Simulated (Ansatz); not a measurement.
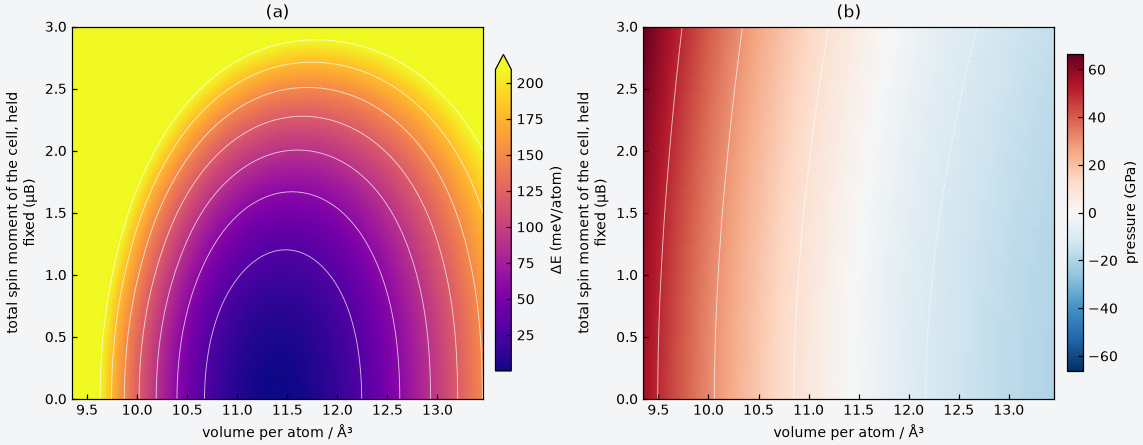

AlNi₃ (Fm-3m, No. 225; 4 atoms in the cell). 
- The energy is mapped over volume and a fixed ferromagnetic moment.
- Coordinates scanned: (1) volume per atom; (2) total spin moment of the cell, held fixed.
- Nothing is relaxed (shape and fractional coordinates fixed).
- The scan uses a 7 × 9 grid.
- Points are written as (first, second).
- All energies are given in meV/atom relative to the lowest grid point.
- The moment is held fixed and parallel; antiferromagnetic orders weren't tried.
- These are results of DFT PBE, scalar-relativistic, plane waves, PAW in Ansatz, not measurements. Settings: cutoff 520 eV, k-mesh 14×14×14, gaussian smearing 0.15 eV.

Panel (a) is the energy; panel (b) is the computed pressure, in GPa.

In the figure: a smooth colour map with a few white contour lines, one colour for all values above the top of the scale. Between grid points the surface is interpolated.

> How does the pressure vary over the map, and what is it at the lowest grid point?

It runs from −20 GPa at (13.46 Å³, 0.000 μB) to 66 GPa at (9.35 Å³, 3.000 μB). At the lowest grid point, (11.40 Å³, 0.000 μB), it is 0 GPa. That point lies on the edge of the scan.

PAW datasets: the set soft_1.
